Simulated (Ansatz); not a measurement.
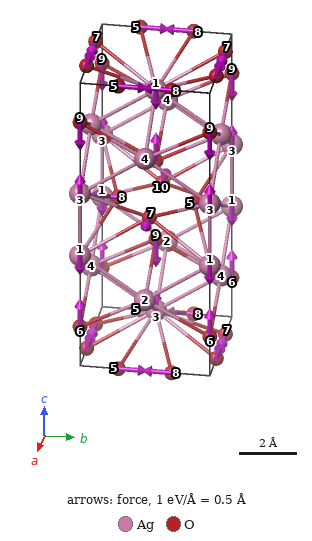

Starting geometry of a crystal of Ag2O3 (built on the K2Ga3-139 type type) with the computed forces as purple arrows. A ball-and-stick model of the conventional cell (2 times the calculation's cell), seen from a free direction. Lengths and directions refer to the drawn axes.

Theory: DFT, PBEsol, plane waves, PAW in Ansatz 0.2.0.

Input file:
```yaml
crystal:
  lattice:
    - [-2.34774611, 2.34774611, 5.6597776]
    - [2.34774611, -2.34774611, 5.6597776]
    - [2.34774611, 2.34774611, -5.6597776]
  atoms:
    - { symbol: Ag, position: [0.39056346, 0.39056346, 0.0] }
    - { symbol: Ag, position: [0.75, 0.25, 0.5] }
    - { symbol: Ag, position: [0.60943654, 0.60943654, 0.0] }
    - { symbol: Ag, position: [0.25, 0.75, 0.5] }
    - { symbol: O, position: [0.29446598, 0.0, 0.29446598] }
    - { symbol: O, position: [0.13855778, 0.13855778, 0.0] }
    - { symbol: O, position: [0.0, 0.29446598, 0.29446598] }
    - { symbol: O, position: [0.70553402, 0.0, 0.70553402] }
    - { symbol: O, position: [0.86144222, 0.86144222, 0.0] }
    - { symbol: O, position: [0.0, 0.70553402, 0.70553402] }
kpoints:
  mp_grid: { grid: [6, 6, 6] }
hamiltonian:
  xc: pbesol
scf:
  occupations: { method: fermi_dirac, width: 0.03 }
relax:
  f_tol: 0.01
  cell: {}
  max_steps: 120
```

Launched with:
```bash
ansatz run input.yaml --threads 4 --pin off --max-ram 4608MiB --backend cpu --events-out ev --progress --plain --runs-dir out
```

What follows when this structure is relaxed?

Answer. It isn't relaxed: the largest force vector, on O atoms, is 2.28 eV/Å. The final displacements follow the starting forces only in part (cosine between the two patterns 0.69). Over 19 accepted moves (25 points after the start) the energy falls by 8.111 eV per cell of the calculation. Largest force component: 2.3 eV/Å at the start, 0.0047 eV/Å at the end. Pressure: −3.42 GPa at the start and 0.00 GPa at the end. The line search rejected the trial steps at points 3, 9 of the run. The SCF was repeated 4 times at an unchanged geometry on a basis and grid sized afresh for the cell, which shifted the energy by 0.276 eV per cell of the calculation at most. The largest moves relative to the cell, 1.63 Å, are those of O6 and O9. O6 goes along +c. Largest moves by element: O 1.63 Å, Ag 0.07 Å. Cell: a = b 4.695 → 4.485 Å (−4.5 %), c 11.320 → 14.731 Å (+30.1 %). Volume +18.7 %. Near-neighbour distances that change, for instance: Ag1–O6 2.853 → 2.157 Å, O5–O8 1.930 → 1.287 Å, Ag1–Ag3 2.478 → 3.080 Å, Ag2–O6 2.665 → 2.243 Å. New bonds form: Ag1–O6 (2.85 → 2.16 Å), Ag3–O9 (2.85 → 2.16 Å), O5–O8 (1.93 → 1.29 Å), O7–O10 (1.93 → 1.29 Å). The space group stays I4/mmm (No. 139).
